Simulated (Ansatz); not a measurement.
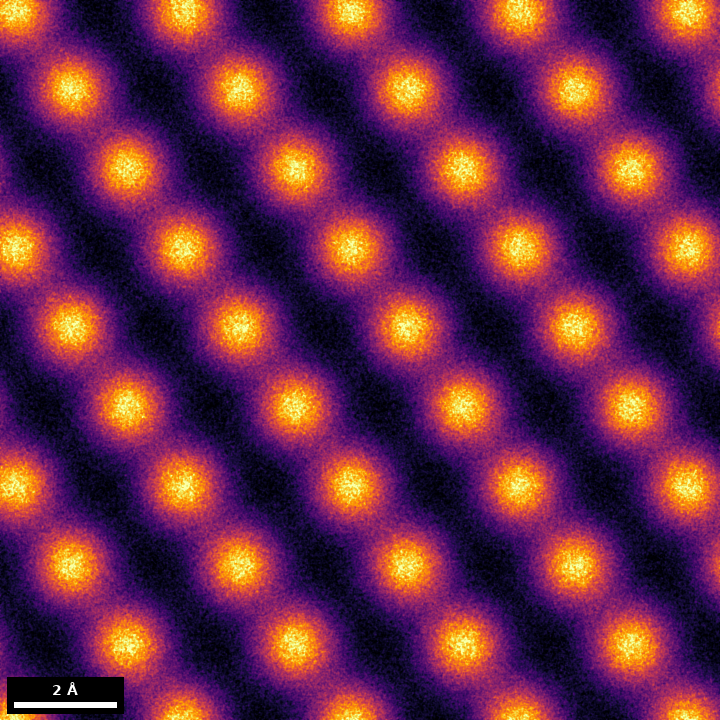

iDPC-like image of Ge. Simulated as the projected potential of neutral atoms (B = 0.8 Å²) blurred by a 0.96 Å probe, the thin-sample limit of integrated differential phase contrast. Shot noise was added.

**Give the net of the columns and its spacings.**

The pattern repeats on a rectangular net of 1.9 × 2.7 Å.

**What is the plane group of the image?**

p2mm: mirror lines in two perpendicular directions, with twofold points where they cross.

**How many columns does the smallest repeating cell hold, and how many levels of brightness?**

1 column in the primitive cell of 5.0 Å², all of one brightness.

The crystal is Ge (Pm-3m, No. 221) seen along [110]. Structure used: the end point of a relaxation with DFT, PBEsol, plane waves (420 eV) with PAW, scalar-relativistic (Ansatz 0.2.0); the starting structure was generated, so it need not be a known form of this composition.
